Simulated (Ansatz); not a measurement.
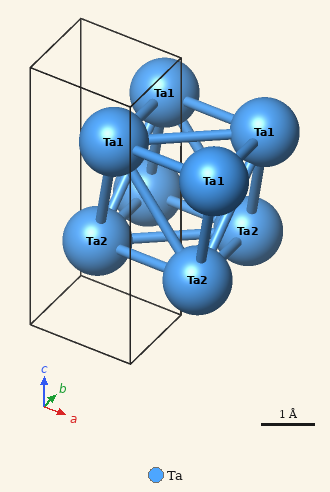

Figure 1. The structure as given in the input (ball-and-stick view of the cell of the calculation, repeated 2 × 2 × 1, seen at an oblique angle; atoms are numbered from 1 in the order of the input).

## What a change does: single-point calculation on Ta

System: Ta (P6₃/mmc, 2 atoms in the cell).
Method of the first run: DFT r2SCAN, scalar-relativistic, plane waves, PAW, no spin polarisation (Ansatz 0.2.0).

The structure derives from a Materials Project entry. Text and figures count atoms from 1; the logs count them from 0 in places.

### Input file, the first run
```yaml
crystal:
  lattice:
    - [2.9003720726, 0.0, 0.0]
    - [-1.4501860363, 2.5117958953, 0.0]
    - [0.0, 0.0, 5.166274]
  atoms:
    - { symbol: Ta, position: [0.6666666667, 0.3333333333, 0.75] }
    - { symbol: Ta, position: [0.3333333333, 0.6666666667, 0.25] }
basis:
  ecutwfc: 500
kpoints:
  mp_grid: { grid: [18, 18, 10] }
hamiltonian:
  xc: r2scan
scf:
  occupations: { method: gaussian, width: 0.15 }
output:
  forces: true
  stress: true
  eigenvalues: true
  write_density: true
  write_potential: true
  elf: true
  volumetric_format: npy
```

Launched with:
```bash
ansatz run input.yaml --threads 1 --pin off --max-ram 2560MiB --backend cpu --events-out ev --progress --plain --runs-dir out
```

Hardware: 1 thread of Intel Xeon @ 2.50GHz (Skylake/Cascade Lake), 192 GiB of memory available, shared host.

### Output, shortened to warnings, some set-up lines, iterations and results (the first run)
```
Basis set: ecut = 500 eV, 931 PW (Γ), exchange–correlation on 96×96×160 points (64 copies of the dense FFT grid, shifted against one another)
Symmetry: 24 space group operations
k-points: 222 of 3240
Initial density: superposition of atomic densities (neutral atoms: chi_scale 0, normalization atom), corrected by the library's trained network
[...]
SCF iter   1: F=—  HF=-19888.003470 eV  |F-HF|=—  |Δ(HF+E_count)|=         —  Δρ=8.26e-3  dr2=1.19e-2  dr2_τ=2.96e-2  ethr=1.77e-3  ⟨swp⟩=5.1  Hψ=18045  notcnv=0
SCF iter   2: F=—  HF=-19888.032368 eV  |F-HF|=—  |Δ(HF+E_count)|=   2.89e-2  Δρ=5.36e-3  dr2=4.99e-3  dr2_τ=5.40e-4  ethr=4.56e-5  ⟨swp⟩=2.1  Hψ=6774  notcnv=0
SCF iter   3: F=—  HF=-19888.033928 eV  |F-HF|=—  |Δ(HF+E_count)|=   1.56e-3  Δρ=6.77e-4  dr2=1.03e-4  dr2_τ=2.80e-5  ethr=1.92e-5  ⟨swp⟩=2.0  Hψ=4899  notcnv=0
SCF iter   4: F=—  HF=-19888.033963 eV  |F-HF|=—  |Δ(HF+E_count)|=   3.53e-5  Δρ=2.74e-4  dr2=2.01e-5  dr2_τ=1.17e-6  ethr=3.96e-7  ⟨swp⟩=2.6  Hψ=6276  notcnv=0
SCF iter   5: F=—  HF=-19888.033968 eV  |F-HF|=—  |Δ(HF+E_count)|=   5.15e-6  Δρ=5.50e-5  dr2=6.71e-7  dr2_τ=7.61e-8  ethr=7.74e-8  ⟨swp⟩=2.5  Hψ=4847  notcnv=0
SCF iter   6: F=-19888.033968 eV  HF=-19888.033968 eV  |F-HF|=4.79e-8  |Δ(HF+E_count)|=   3.67e-7  Δρ=1.75e-5  dr2=5.63e-8  dr2_τ=6.38e-9  ethr=3.85e-10  ⟨swp⟩=9.9  Hψ=26955  …
SCF 1 converged in 6 iterations: F = -19888.033968 eV  dr2 = 5.63e-8
SCF converged after 6 iterations
Free energy (F): -19888.033968 eV
Harris-Foulkes:  -19888.033968 eV  (|F-HF|=4.79e-8)
Internal energy: -19888.006081 eV  (E = F + TS)
E sigma→0 (E₀):  -19888.020025 eV
Entropy (-TS):   -0.027887 eV (-13.944 meV/atom)
Fermi energy:    18.036746 eV
--- Per-component energies (eV) ---
  E_band       = -255.998936
  E_kinetic    = 731.813572
  E_local      = -1153.341000  (includes V_loc(G=0)·N_el)
  E_nonlocal   = 29.469289
  E_hartree    = 398.332551
  E_xc         = -407.838249
  E_vxc        = -442.736387  (∫ρ·V_xc dr)
  E_paw        = -16845.516760  (= ΣΔE_a)
  E_vpaw       = -240.245067  (= ΣTr[D̂ρ^β])
  E_aug_tail   = 0.000160  (compensation charges beyond the density's cutoff)
  E_vtau       = 22.376932  (kinetic-family band-sum trace: ∫τ·v_τ [+ j·A + Jᵃ·Aᵃ] dr)
  E_ewald      = -2639.413084
  E_core_change = -1.512561  (= ΣΔE_core)
  E_smearing   = -0.027887  (= −TS)
  E_closure    = 0.000000  (closes the sum)
  Σ components = -19888.033968   (vs F -19888.033968, Δ=0.00e0)
--- Forces (eV/Å), atoms counted from 1 ---
  atom   1  Ta     0.00000000     0.00000000     0.00000000
  atom   2  Ta    -0.00000000    -0.00000000     0.00000000
  max |Σ_I F_I| component: 2.31e-18 eV/Å
--- Stress (GPa, compression-positive) ---
       -3.103583       0.000000       0.000000
       -0.000000      -3.103583       0.000000
        0.000000       0.000000      -3.827569
  P = ⅓ Tr σ = -3.3449 GPa (-33.449 kbar)
```

The input of the second run differs as follows (lines with − go, lines with + come):
```diff
-  mp_grid: { grid: [18, 18, 10] }
+  mp_grid: { grid: [24, 24, 10] }
```

What does this change do to the results?

The free energy of the second run is 0.06 meV per atom lower, which measures how much it depends on this numerical setting. The number of SCF iterations is the same. The irreducible k-points go from 222 to 366. On the same kind of shared host the second run took about 1.8 times as long.

### Output, shortened to warnings, some set-up lines, iterations and results (the second run)
```
Basis set: ecut = 500 eV, 931 PW (Γ), exchange–correlation on 96×96×160 points (64 copies of the dense FFT grid, shifted against one another)
Symmetry: 24 space group operations
k-points: 366 of 5760
Initial density: superposition of atomic densities (neutral atoms: chi_scale 0, normalization atom), corrected by the library's trained network
[...]
SCF iter   1: F=—  HF=-19888.003418 eV  |F-HF|=—  |Δ(HF+E_count)|=         —  Δρ=8.28e-3  dr2=1.18e-2  dr2_τ=2.97e-2  ethr=1.77e-3  ⟨swp⟩=5.1  Hψ=29742  notcnv=0
SCF iter   2: F=—  HF=-19888.032443 eV  |F-HF|=—  |Δ(HF+E_count)|=   2.90e-2  Δρ=5.37e-3  dr2=4.97e-3  dr2_τ=5.40e-4  ethr=4.54e-5  ⟨swp⟩=2.1  Hψ=11190  notcnv=0
SCF iter   3: F=—  HF=-19888.034042 eV  |F-HF|=—  |Δ(HF+E_count)|=   1.60e-3  Δρ=6.77e-4  dr2=1.02e-4  dr2_τ=2.81e-5  ethr=1.91e-5  ⟨swp⟩=2.0  Hψ=8084  notcnv=0
SCF iter   4: F=—  HF=-19888.034078 eV  |F-HF|=—  |Δ(HF+E_count)|=   3.57e-5  Δρ=2.73e-4  dr2=2.00e-5  dr2_τ=1.16e-6  ethr=3.92e-7  ⟨swp⟩=2.6  Hψ=10394  notcnv=0
SCF iter   5: F=—  HF=-19888.034083 eV  |F-HF|=—  |Δ(HF+E_count)|=   4.93e-6  Δρ=5.51e-5  dr2=6.72e-7  dr2_τ=7.56e-8  ethr=7.71e-8  ⟨swp⟩=2.5  Hψ=8062  notcnv=0
SCF iter   6: F=-19888.034083 eV  HF=-19888.034083 eV  |F-HF|=4.94e-8  |Δ(HF+E_count)|=   3.69e-7  Δρ=1.78e-5  dr2=5.76e-8  dr2_τ=6.70e-9  ethr=3.85e-10  ⟨swp⟩=9.9  Hψ=44440  …
SCF 1 converged in 6 iterations: F = -19888.034083 eV  dr2 = 5.76e-8
SCF converged after 6 iterations
Free energy (F): -19888.034083 eV
Harris-Foulkes:  -19888.034083 eV  (|F-HF|=4.94e-8)
Internal energy: -19888.006924 eV  (E = F + TS)
E sigma→0 (E₀):  -19888.020504 eV
Entropy (-TS):   -0.027159 eV (-13.579 meV/atom)
Fermi energy:    18.034373 eV
--- Per-component energies (eV) ---
  E_band       = -256.014637
  E_kinetic    = 731.810731
  E_local      = -1153.315578  (includes V_loc(G=0)·N_el)
  E_nonlocal   = 29.461715
  E_hartree    = 398.316332
  E_xc         = -407.839678
  E_vxc        = -442.735973  (∫ρ·V_xc dr)
  E_paw        = -16845.514962  (= ΣΔE_a)
  E_vpaw       = -240.242290  (= ΣTr[D̂ρ^β])
  E_aug_tail   = 0.000160  (compensation charges beyond the density's cutoff)
  E_vtau       = 22.375465  (kinetic-family band-sum trace: ∫τ·v_τ [+ j·A + Jᵃ·Aᵃ] dr)
  E_ewald      = -2639.413084
  E_core_change = -1.512561  (= ΣΔE_core)
  E_smearing   = -0.027159  (= −TS)
  E_closure    = -0.000000  (closes the sum)
  Σ components = -19888.034083   (vs F -19888.034083, Δ=0.00e0)
--- Forces (eV/Å), atoms counted from 1 ---
  atom   1  Ta     0.00000000     0.00000000     0.00000000
  atom   2  Ta    -0.00000000    -0.00000000     0.00000000
  max |Σ_I F_I| component: 2.31e-18 eV/Å
--- Stress (GPa, compression-positive) ---
       -3.020053       0.000000       0.000000
       -0.000000      -3.020053       0.000000
        0.000000       0.000000      -3.900950
  P = ⅓ Tr σ = -3.3137 GPa (-33.137 kbar)
```

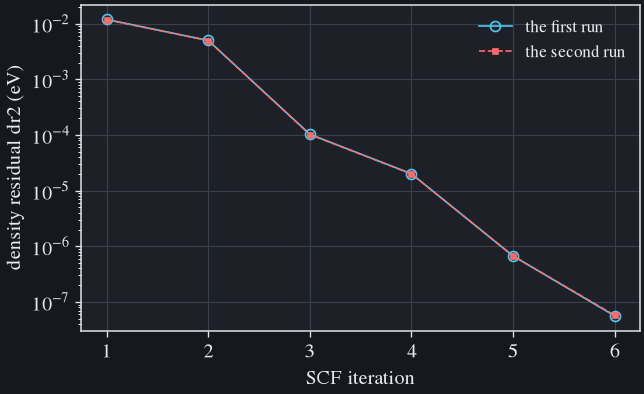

Figure 2. Convergence of the two runs: density residual dr2 against the SCF iteration. The first run takes 6 iterations in all, and the second run takes 6.

### The two runs side by side

| quantity | the first run | the second run |
| --- | --- | --- |
| outcome | converged | converged |
| free energy per atom (eV) | −9944.0170 | −9944.0170 |
| energy per atom, smearing taken to zero (eV) | −9944.0100 | −9944.0103 |
| gap on the mesh (eV) | 0.00 | 0.00 |
| pressure (GPa) | −3.34 | −3.31 |
| largest force (eV/Å) | 0.000 | 0.000 |
| SCF iterations | 6 | 6 |
| irreducible k-points | 222 | 366 |
| plane waves at Γ | 931 | 931 |
| wall time (shared host) | 24 s | 43 s |

For both runs: Spin–orbit coupling is left out, which matters for Ta.
